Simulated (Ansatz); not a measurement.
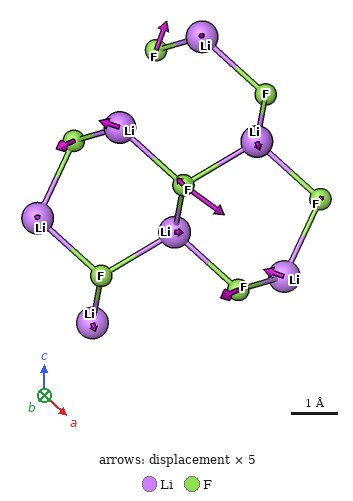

This is a relaxation of a defect cell of composition Li7F8 (cell charge −1). The starting structure is drawn; purple arrows show the displacements, 5 times their true length.

A ball-and-stick model of the atoms within 4.2 Å of the atom that moves most (axes of the conventional cell (2 times the calculation's cell) (origin shifted)), seen along the b axis. Lengths and directions refer to the drawn axes.

Case: Li vacancy, atoms relaxed.

Level of theory: DFT PBE, scalar-relativistic, plane waves, PAW in Ansatz 0.2.0. (plane-wave cutoff 420 eV; k-point mesh 4 × 4 × 4; occupations gaussian; smearing width 0.05 eV; no spin polarisation; atoms relaxed in a fixed cell; force threshold 0.02 eV/Å; at most 50 steps)

Q: Atoms of which element are displaced furthest, and by how much?

A: Fluorine: up to 0.23 Å, against 0.10 Å for lithium.

Q: Describe the change and its energy.

A: The atom that moves furthest is an F atom (0.23 Å roughly along +a). By element the largest moves are F 0.23 Å, Li 0.10 Å. The cell doesn't change. Some distances before and after: F–Li 1.887 → 1.798 Å, F–Li 1.897 → 1.812 Å, F–Li 1.897 → 1.834 Å, F–Li 1.897 → 1.943 Å. Among the angles between lasting bonds that change: F–Li–F 107.1° → 101.1°, F–Li–F 107.1° → 112.9°, Li–F–Li 111.7° → 116.8°. The energy falls by 0.288 eV per cell of the calculation in 3 accepted moves (4 points after the start). The largest force component goes from 0.78 to 0.015 eV/Å. 1 step only repeated the SCF at the same geometry.

Limits of the set-up: the periodic images lie only 5.8 Å apart, so the values are limited by the cell's size; the cell is charged, on a uniform background, and energies carry no finite-size correction.
